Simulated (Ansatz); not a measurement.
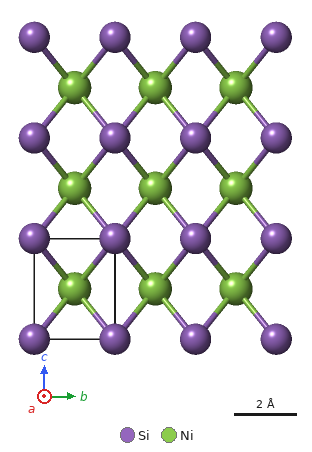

This is the input geometry for a relaxation of solid SiNi (a generated structure, set up in P4/mmm). Style: ball-and-stick. Shown: the cell of the calculation, repeated 1 × 3 × 3 with one cell outlined, along the a axis.

Theory: Ansatz 0.2.0, DFT PBE, scalar-relativistic, plane waves, PAW.

The input:
```yaml
crystal:
  lattice:
    - [2.628223515, 0.0, 0.0]
    - [0.0, 2.628223515, 0.0]
    - [0.0, 0.0, 3.2790542916]
  atoms:
    - { symbol: Si, position: [0.0, 0.0, 0.0] }
    - { symbol: Ni, position: [0.5, 0.5, 0.5] }
basis:
  ecutwfc: 420
kpoints:
  mp_grid: { grid: [20, 20, 16] }
hamiltonian:
  xc: pbe
scf:
  occupations: { method: gaussian, width: 0.1 }
output:
  forces: true
  stress: true
  eigenvalues: true
  write_density: true
  write_potential: true
  elf: true
  volumetric_format: npy
relax:
  adjacent_minimum: "off"
  f_tol: 0.01
  max_steps: 80
  cell: { stress_tol: 0.05 }
```

Launched with:
```bash
ansatz run input.yaml --threads 1 --pin off --max-ram 2560MiB --backend cpu --events-out ev --progress --plain --runs-dir out
```

Q: Where does the relaxation end?

A: No atom moves by more than 0.005 Å relative to the cell. Cell: a = b 2.628 → 2.643 Å (+0.6 %), c 3.279 → 3.259 Å (−0.6 %). Volume +0.5 %. The space group stays P4/mmm (No. 123). The energy falls by 0.3 meV per atom in 3 accepted moves (4 points after the start). All forces vanish by symmetry, so only the cell relaxes. Pressure: 0.85 GPa at the start and 0.01 GPa at the end. The SCF was repeated once at an unchanged geometry on a basis and grid sized afresh for the cell, which shifted the energy by less than 0.05 meV per atom at most. Cost: 92 s on 1 thread of Intel(R) Xeon(R) Platinum 8175M CPU @ 2.50GHz (Skylake/Cascade Lake), with other jobs on the host, peak memory 0.54 GiB.

History of the run:

| step | E − E(0), meV/atom | pressure, GPa | volume, Å³/atom | note |
| --- | --- | --- | --- | --- |
| 0 | 0.00 | 0.85 | 11.325 |  |
| 1 | -0.15 | 0.42 | 11.354 |  |
| 2 | -0.28 | -0.13 | 11.393 |  |
| 3 | -0.30 | 0.01 | 11.385 |  |
| 4 | -0.32 | 0.01 | 11.385 | same geometry, new basis |

Final geometry:

```xyz
2
Lattice="2.6434 0.0000 0.0000 0.0000 2.6434 0.0000 0.0000 0.0000 3.2587" Properties=species:S:1:pos:R:3 pbc="T T T"
Si    0.0000    0.0000    0.0000
Ni    1.3217    1.3217    1.6294
```

Limits of the set-up: an element that often carries a moment was run without spin polarisation.
